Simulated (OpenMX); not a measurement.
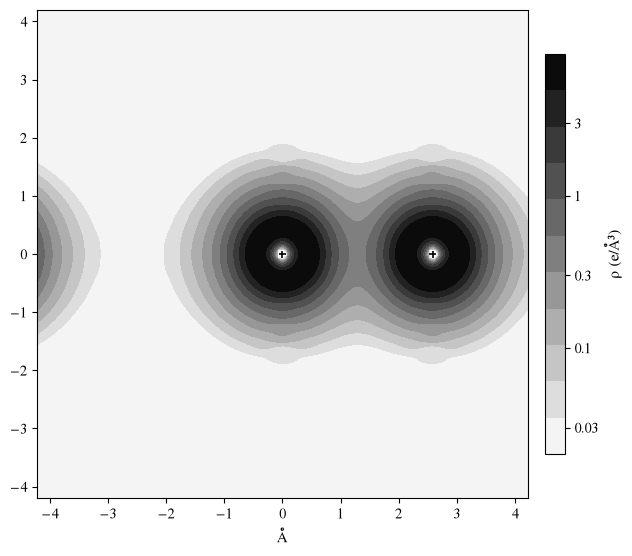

The valence pseudo-density on a plane through atoms (crosses mark nuclei in the plane).

All numbers below come from Kohn-Sham DFT of a periodic cell, PBE, OpenMX 2013 PBE set (OpenMX 3.8.5).

Candidates:
A. Al (slab), a = 2.86 Å, b = 2.86 Å, c = 25.12 Å, α = 90.00°, β = 90.00°, γ = 90.00°. 
B. Pd, a = 3.84 Å, b = 3.84 Å, c = 3.84 Å, α = 90.00°, β = 90.00°, γ = 90.00°. Space group Fm-3m; computed pressure about 22 GPa in this cell.
C. Au, a = 4.47 Å, b = 4.47 Å, c = 23.80 Å, α = 90.00°, β = 90.00°, γ = 120.00°. 

### Which candidate gave the map?

Candidate C: Au on the (110) plane of the calculation cell, a cut from vacuum to vacuum, which holds Au. Au–Au (2.58 Å): ρ is about 0.47 e/Å³ halfway.
